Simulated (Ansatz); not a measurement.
## Electronic structure of Cu3O in real space

```
Cu O
1.0
     4.78016    0.00000    0.00000
    -2.39008    4.13974    0.00000
     0.00000    0.00000    2.40447
Cu O
3 1
Direct
  0.50000 0.00000 0.50000
  0.00000 0.50000 0.50000
  0.50000 0.50000 0.50000
  0.00000 0.00000 0.00000
```

Space group P6/mmm; a structure generated by program, which may or may not match a known phase; computed without spin polarisation.

Level of theory: Ansatz 0.2.0, DFT PBE, scalar-relativistic, plane waves, PAW.

In a PAW calculation such maps are meaningful between the atoms, not at the nuclei.

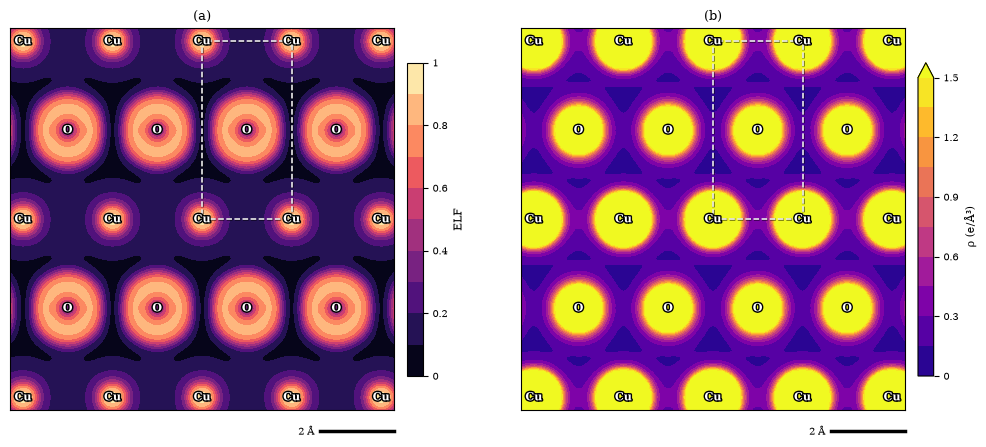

Figure 1. (a) ELF; (b) valence electron density on the (11̄0) plane of the conventional cell.

> What does the map show?

- The section cuts through Cu and O sites.
- Cu–Cu (2.40 Å): ρ is about 0.34 e/Å³ halfway; the ELF is about 0.20 at the midpoint; no localised pair shows between them.
- Cu–O (2.68 Å): ρ is about 0.15 e/Å³ halfway; the ELF is about 0.10 at the midpoint; no localised pair shows between them.
- Between the atoms the lowest density in this plane is 0.11 e/Å³.
- The features right at Cu lie inside the PAW spheres, where the map follows smoothed inner orbitals and isn't to be read closely.

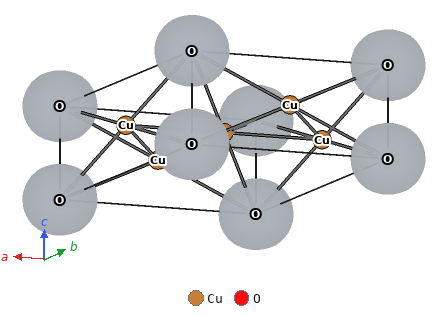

Figure 2. Isosurface of the electron localisation function at 0.6 (grey), seen at an oblique angle. Only the valence region is drawn (cores and ρ < 0.01 e/Å³ removed). Sticks mark near contacts.

> What do the ELF domains correspond to?

The ELF exceeds this value in one region wrapped around O (its valence shell), counted in one cell of 4 atoms. Any copies at cell faces, edges or corners count once. Along the contacts the grid gives the following. Cu–Cu (2.39 Å): the ELF is about 0.20 at the midpoint (no shared electron pair shows on this line).

> Does the calculation give a band gap?

It is metallic or semimetallic at this level of theory: no gap opens; semilocal functionals without U, or without the true magnetic order, often close the gap of such compounds.
